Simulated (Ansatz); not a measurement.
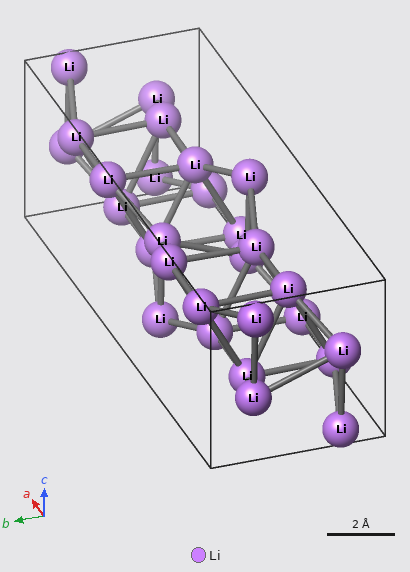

Crystalline Li (built on the database_64 type), before the relaxation. The picture is a ball-and-stick view of the conventional cell (2 times the calculation's cell), seen from a free direction. Lengths and directions refer to the drawn axes.

Case: structure listed in a database for this formula (Cmce, No. 64).

Computed with Ansatz, DFT PBE, scalar-relativistic, plane waves, PAW.

Input
```yaml
crystal:
  lattice:
    - [8.046617, -2.787678, 0.0]
    - [8.046617, 2.787678, 0.0]
    - [0.0, 0.0, 5.406859]
  atoms:
    - { symbol: Li, position: [0.744047, 0.255953, 0.097809] }
    - { symbol: Li, position: [0.255953, 0.744047, 0.902191] }
    - { symbol: Li, position: [0.755953, 0.244047, 0.597809] }
    - { symbol: Li, position: [0.244047, 0.755953, 0.402191] }
    - { symbol: Li, position: [0.045179, 0.281959, 0.253871] }
    - { symbol: Li, position: [0.281959, 0.045179, 0.746129] }
    - { symbol: Li, position: [0.781959, 0.545179, 0.753871] }
    - { symbol: Li, position: [0.545179, 0.781959, 0.246129] }
    - { symbol: Li, position: [0.954821, 0.718041, 0.746129] }
    - { symbol: Li, position: [0.718041, 0.954821, 0.253871] }
    - { symbol: Li, position: [0.218041, 0.454821, 0.246129] }
    - { symbol: Li, position: [0.454821, 0.218041, 0.753871] }
basis:
  ecutwfc: 420
kpoints:
  mp_grid: { grid: [8, 8, 8] }
hamiltonian:
  xc: pbe
scf:
  occupations: { method: gaussian, width: 0.1 }
output:
  forces: true
  stress: true
  eigenvalues: true
relax:
  adjacent_minimum: "off"
  f_tol: 0.01
  max_steps: 80
  cell: { stress_tol: 0.05 }
```

Question: What does the optimiser find from here?

Answer: Over 7 accepted moves (9 points after the start) the energy falls by 87.9 meV per cell of the calculation. Largest force component: 0.036 eV/Å at the start, 0.0022 eV/Å at the end. Pressure: 0.08 GPa at the start and 0.00 GPa at the end. The line search rejected the trial step at point 4 of the run. The SCF was repeated once at an unchanged geometry on a basis and grid sized afresh for the cell, which shifted the energy by less than 0.05 meV per cell of the calculation at most. The largest moves relative to the cell, 0.54 Å, are those of Li1, Li2, Li3 and Li4. Li4 goes along +c. The drawn cell changes as follows: a 16.093 → 15.372 Å (−4.5 %), b 5.575 → 5.761 Å (+3.3 %), c 5.407 → 5.518 Å (+2.1 %); the volume changes by +0.7 %. Some distances before and after: Li1–Li12 3.298 → 2.975 Å, Li10–Li12 3.076 → 3.325 Å, Li1–Li2 3.044 → 2.879 Å, Li1–Li10 2.869 → 2.976 Å. Among the angles between lasting bonds that change: Li3–Li4–Li3 138.4° → 179.9°, Li2–Li4–Li3 112.6° → 89.9°, Li2–Li4–Li3 68.3° → 90.1°. The space group (tolerance 0.01 Å) goes from Cmce (No. 64) to Pmma (No. 51).

Step by step:

```json
{"step": "0", "E − E(0), meV/atom": "0.00", "largest force component, eV/Å": "0.0361", "pressure, GPa": "0.08", "volume, Å³/atom": "20.214", "note": ""}
{"step": "1", "E − E(0), meV/atom": "-4.13", "largest force component, eV/Å": "0.0362", "pressure, GPa": "0.06", "volume, Å³/atom": "20.235", "note": ""}
{"step": "2", "E − E(0), meV/atom": "-6.33", "largest force component, eV/Å": "0.0117", "pressure, GPa": "-0.04", "volume, Å³/atom": "20.415", "note": ""}
{"step": "3", "E − E(0), meV/atom": "-7.01", "largest force component, eV/Å": "0.0382", "pressure, GPa": "0.02", "volume, Å³/atom": "20.357", "note": ""}
{"step": "4", "E − E(0), meV/atom": "-5.23", "largest force component, eV/Å": "0.1288", "pressure, GPa": "0.08", "volume, Å³/atom": "20.246", "note": "rejected"}
{"step": "5", "E − E(0), meV/atom": "-7.27", "largest force component, eV/Å": "0.0043", "pressure, GPa": "0.00", "volume, Å³/atom": "20.372", "note": ""}
{"step": "6", "E − E(0), meV/atom": "-7.31", "largest force component, eV/Å": "0.0021", "pressure, GPa": "0.00", "volume, Å³/atom": "20.371", "note": ""}
{"step": "7", "E − E(0), meV/atom": "-7.32", "largest force component, eV/Å": "0.0039", "pressure, GPa": "0.00", "volume, Å³/atom": "20.364", "note": ""}
{"step": "8", "E − E(0), meV/atom": "-7.32", "largest force component, eV/Å": "0.0022", "pressure, GPa": "0.00", "volume, Å³/atom": "20.363", "note": ""}
{"step": "9", "E − E(0), meV/atom": "-7.32", "largest force component, eV/Å": "0.0022", "pressure, GPa": "0.00", "volume, Å³/atom": "20.363", "note": "same geometry, new basis"}
```

The end point in the same view:

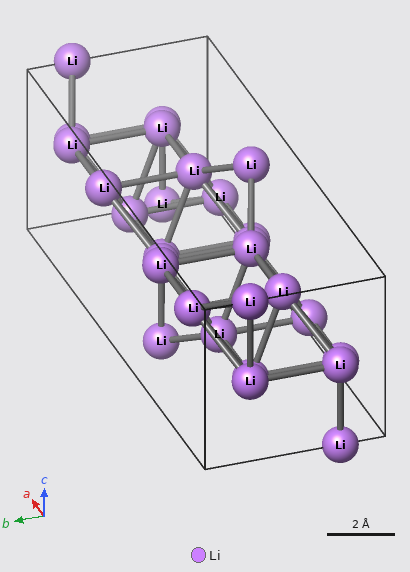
